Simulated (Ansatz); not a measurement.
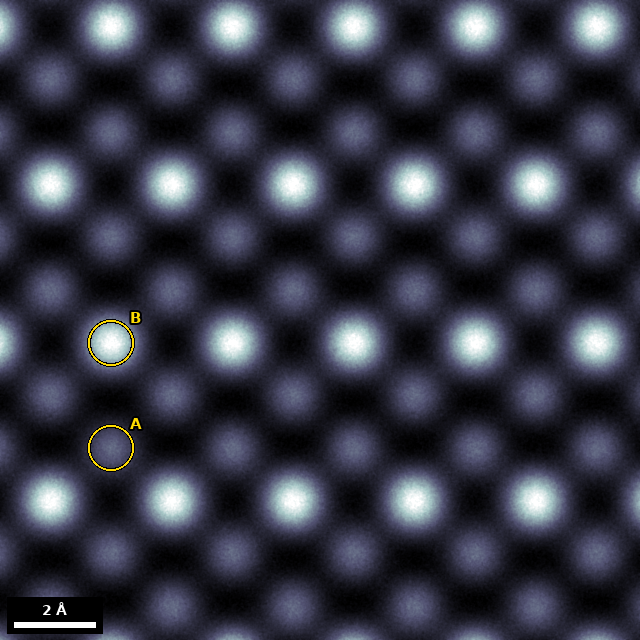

iDPC-like image of Se (P6_3/mmc, No. 194) along [201]. Simulated as the projected potential of neutral atoms (B = 0.3 Å²) blurred by a 0.99 Å probe, the thin-sample limit of integrated differential phase contrast. Shot noise was added. Structure used: the geometry relaxed with Ansatz, DFT PBE, scalar-relativistic, plane waves, PAW; the starting structure was generated, so it need not be a known form of this composition.

```cif
data_structure
_symmetry_space_group_name_H-M 'P6_3/mmc'
_symmetry_Int_Tables_number 194
_cell_length_a 4.4756
_cell_length_b 4.4756
_cell_length_c 7.9593
_cell_angle_alpha 90.000
_cell_angle_beta 90.000
_cell_angle_gamma 120.000
_cell_volume 138.07
loop_
_atom_site_label
_atom_site_type_symbol
_atom_site_symmetry_multiplicity
_atom_site_Wyckoff_symbol
_atom_site_fract_x
_atom_site_fract_y
_atom_site_fract_z
_atom_site_occupancy
Se1 Se 2 b 0.00000 0.00000 0.25000 1
Se2 Se 2 d 0.33333 0.66667 0.75000 1
```

> Assign the marked columns.

A: Se (1 Se per 11.98 Å along the beam; about 45 % of the brightest peak). B: Se (2 Se per 11.98 Å along the beam; the brightest kind). Brightness is counted from the darkest point of the image.
